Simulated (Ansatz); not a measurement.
Single-point calculation, with input and output: C8N (part 3 of 3)

Continued. System: C8N (slab, 9 atoms in the cell). Method: DFT PBEsol, scalar-relativistic, plane waves, PAW, spin-polarised (Ansatz 0.2.0); cutoff 420 eV, 12×12×1 k-mesh, Gaussian smearing of 0.05 eV, collinear spins. The structure derives from an entry of the Crystallography Open Database. It belongs to a series of runs on one base structure; here: N lifted by +0.30 A from its best place.

Geometry of the input (Å; fractional positions):
```
2.4988  0.0000  0.0000
-1.2494  2.1640  0.0000
0.0000  0.0000  25.7639
C  0.3333  0.6667  0.3299
C  0.6667  0.3333  0.3502
C  0.6667  0.3333  0.4107
C  0.3333  0.6667  0.4310
C  0.3333  0.6667  0.5398
C  0.6667  0.3333  0.5404
C  0.6667  0.3333  0.6885
C  0.3333  0.6667  0.6885
N  0.5833  1.1667  0.7556
```

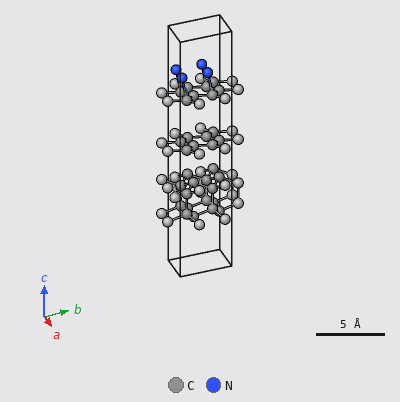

The structure as given in the input (ball-and-stick view of the 2 × 2 repeat of the cell, with the vacuum cut short, seen slightly off an axis; neighbours outside the cell are drawn fainter). An atom can appear more than once, as a periodic image.

Output, continued:
```
WARN: The output density's exchange-correlation potential varies sharply where the density is thin. Do not read a vacuum level from v_tot or v_xc, or from such a field of the output density. On a cell that repeats whose density bears no net charge and no dipole along the vacuum's axis use v_es (v_loc + v_h of the components); under efield.dipole_correction with no amplitude use v_es + v_field, which holds any external_charges[].barrier, or the levels of the report's work_function block, which leave it out; under a non-zero efield.amplitude the vacuum is tilted and has no level; on a cell that repeats and bears such a dipole with no correction it is tilted too, and efield.dipole_correction with no amplitude gives each side of its ramp a level where efield: is served; in a cell that repeats whose density bears a net charge (total_charge, or a fill off its count) it is curved and has none; of a slab under crystal.periodic whose density bears no net charge use v_es, which has a level on each side, short of where the two are joined; of another it falls or rises all the way out and has none; of a slab beside external_charges read slab_vacuum_level instead, which it has where they leave it neutral. The grid or the basis barely resolves most such structure, and the values can differ between equally converged runs; as a rule a tighter scf.convergence.dr2_threshold does not remove it. Where the density itself ripples (under the LDA too) a higher basis.ecutwfc lessens it. The files hold the spikes' plane waves up to the density's cutoff. Files: v_tot_of_output_density and the like, and their columns of v_z.tsv (output.write_potential); v_xc_of_output_density and the like, and their columns of v_comp_z.tsv (output.write_potential_components). Measured: with its Gaussian average of σ = 0.25 Å subtracted twice, the exchange-correlation potential is over 0.1 eV at 1073 of the grid points where the equally averaged density (valence and model cores) is under 1e-3 e/Å³, and 0.897 eV at the most among them, at an averaged density of 3.6e-7 e/Å³. The input density's (outcome.potential() and, of a run that writes arrays, v_tot and v_xc) is over 0.1 eV, so measured, at 161 points of its own thin density, 0.367 eV at the most. See output.write_potential in the manual, Limitations
SCF converged after 35 iterations
Magnetization: 0.1111 μB (18.5556 up, 18.4444 down)
Absolute magnetization: 1.4809 μB (∫|ρ↑−ρ↓|, with the PAW one-centre terms)
Spin contamination: 0.5393 ħ² per cell (⟨S²⟩ above its minimum at these occupations)
Per-site moments (μB) at R_I (Å): [(-0.27195055730925544, 0.632953651121265), (0.034788312475605945, 0.632953651121265), (-0.03714679690063814, 0.6329536514832316), (0.25607600685246096, 0.6329536514832316), (-0.011726030356298687, 0.5951427275179203), (0.0317855272582045, 0.5951427275179203), (-0.002894836734918158, 0.5951102397335227), (0.007992742232247893, 0.5951102397335227), (0.07793429339086266, 0.7284659718172395)]
Free energy (F): -2342.575373 eV
Harris-Foulkes:  -2342.575373 eV  (|F-HF|=5.40e-9)
Internal energy: -2342.574173 eV  (E = F + TS)
E sigma→0 (E₀):  -2342.574773 eV
Entropy (-TS):   -0.001200 eV (-0.133 meV/atom)
Fermi energy:    1.493862 eV
Dipole field:    D = -0.045731 V/Å  (p = -0.035209 e·Å, saw-weighted, corrected)
Work function:   Φ+ = 6.3739 eV   Φ− = 5.1957 eV
Levels:          The Fermi level and band energies are counted from a zero that moves with the ramp; work functions are not
--- Per-component energies (eV) ---
  E_band       = -274.079699
  E_kinetic    = 836.564809
  E_local      = -23796.557896  (includes V_loc(G=0)·N_el)
  E_nonlocal   = 263.697711
  E_hartree    = 11518.107293
  E_xc         = -436.057249
  E_vxc        = -543.783993  (∫ρ·V_xc dr)
  E_paw        = -882.087921  (= ΣΔE_a)
  E_vpaw       = -69.754917  (= ΣTr[D̂ρ^β])
  E_aug_tail   = 0.000127  (compensation charges beyond the density's cutoff)
  E_efield     = 0.000805  (sawtooth field / dipole correction)
  E_vefield    = -0.456447  (∫n·V_field dr)
  E_ewald      = 10153.561246
  E_core_change = 0.196903  (= ΣΔE_core)
  E_smearing   = -0.001200  (= −TS)
  E_closure    = -0.000000  (closes the sum)
  Σ components = -2342.575373   (vs F -2342.575373, Δ=0.00e0)
--- Forces (eV/Å), atoms counted from 1 ---
  atom   1  C     -0.00000000    -0.00009309     4.00203254
  atom   2  C      0.00000000     0.00008493    -5.60303350
  atom   3  C      0.00000000     0.00003830     5.49558796
  atom   4  C     -0.00000000    -0.00010894    -3.96663397
  atom   5  C     -0.00000000    -0.00007846     0.06790539
  atom   6  C      0.00000000     0.00046134     0.01766936
  atom   7  C     -0.00000000    -0.53683922     2.45066499
  atom   8  C      0.00000000     0.61092647    -0.55504290
  atom   9  N     -0.00000000    -0.07438919    -1.90913355
  max |Σ_I F_I| component: 1.63e-5 eV/Å
--- Stress (GPa, compression-positive) ---
       -4.349334       0.000000      -0.000000
        0.000000      -2.348189      -0.148913
       -0.000000      -0.148912      -5.502144
  P = ⅓ Tr σ = -4.0666 GPa (-40.666 kbar)
--- Band table (eV; the first three rows and the last of 86) ---
  k-point 0 ↑: bands = ["-19.9319", "-19.2009", "-18.0358", "-15.9575", "-13.6808", "-8.9249", "-6.6079", "-6.1439", "-3.1567", "-2.9768", "-1.8678", "-1.8678", "-1.5714", "-0.7125", "-0.7125", "1.0068", "1.0068", "1.3493", "2.7765", "2.9730", "3.0999", "6.4077", "6.7034", "7.6397", "7.9356", "7.9356", "8.0970", "8.1919", "8.3061"]
  k-point 1 ↑: bands = ["-19.7693", "-19.0289", "-17.8753", "-15.7944", "-13.5415", "-8.7686", "-6.4421", "-5.9696", "-3.8253", "-3.3181", "-2.5114", "-2.1954", "-1.5911", "-1.4209", "-1.0571", "0.2984", "0.6785", "1.3589", "2.6414", "2.8467", "3.0653", "6.5924", "6.8980", "7.8037", "7.9518", "8.1765", "8.3878", "8.4278", "8.9262"]
  k-point 2 ↑: bands = ["-19.2838", "-18.5150", "-17.3955", "-15.3066", "-13.1382", "-8.3168", "-5.9761", "-5.5279", "-5.3752", "-4.1259", "-4.1095", "-3.5399", "-2.9636", "-1.8510", "-1.6481", "-0.8159", "-0.0836", "0.9309", "2.2058", "2.7919", "2.9090", "7.0591", "7.4004", "7.8780", "8.0679", "8.4353", "8.9361", "9.1286", "9.5776"]
  k-point 42 ↓: bands = ["-15.8485", "-14.7484", "-13.8148", "-11.7162", "-11.2581", "-10.0881", "-9.6843", "-9.2126", "-8.6019", "-7.6048", "-7.1192", "-6.9768", "-5.0871", "-4.8926", "-2.9628", "-1.6622", "-1.5938", "-0.3262", "0.2878", "2.0933", "3.2360", "4.0016", "5.3882", "8.2699", "10.3251", "10.7645", "11.4347", "11.9519", "12.1239"]
--- Löwdin populations: 9 sites ---
  site symbol       q [e]    m [muB]
     0      C      3.9459    -0.6598
     1      C      4.0004     0.1038
     2      C      4.0007    -0.1041
     3      C      3.9771     0.6114
     4      C      3.9626    -0.0368
     5      C      3.9690     0.0738
     6      C      3.8825    -0.0067
     7      C      3.8778     0.0175
     8      N      5.1212     0.1083
  spilling = 0.007104 (of n_electrons = 37.000000)
```

File populations.tsv:
```
# site	symbol	l	j	q_up	q_dn
# orbitals = lowdin
# n_electrons = 37.000000
# spilling = 0.007104
0	C	0_2S	-	0.484166	0.581378
0	C	1_2P	-	1.158875	1.721458
1	C	0_2S	-	0.489649	0.469635
1	C	1_2P	-	1.562434	1.478696
2	C	0_2S	-	0.469379	0.490090
2	C	1_2P	-	1.478911	1.562289
3	C	0_2S	-	0.579284	0.488707
3	C	1_2P	-	1.714961	1.194145
4	C	0_2S	-	0.459117	0.461463
4	C	1_2P	-	1.503783	1.538237
5	C	0_2S	-	0.460862	0.457269
5	C	1_2P	-	1.560545	1.490361
6	C	0_2S	-	0.450988	0.451217
6	C	1_2P	-	1.486871	1.493382
7	C	0_2S	-	0.456933	0.454244
7	C	1_2P	-	1.490721	1.475920
8	N	0_2S	-	0.967020	0.963995
8	N	1_2P	-	1.647729	1.542439
```

Summary:

```tsv
quantity	value
outcome	converged
electrons treated	37
free energy	−2342.5754 eV
work function, top face	6.37 eV
work function, bottom face	5.20 eV
Fermi energy	1.494 eV
gap on the k-point mesh	none (metallic)
net moment of the cell	0.11 μB
integrated absolute moment	1.48 μB
work function (upper face)	6.37 eV
largest force (length of the vector)	5.603 eV/Å
hardware	2 threads of AMD EPYC (Zen 5), 32 GiB of memory available, shared host
wall time	32 s (CPU time 61 s)
peak memory	0.59 GiB
```

Remarks:

Notes on the run: the exchange-correlation potential is rough where the density is thin.
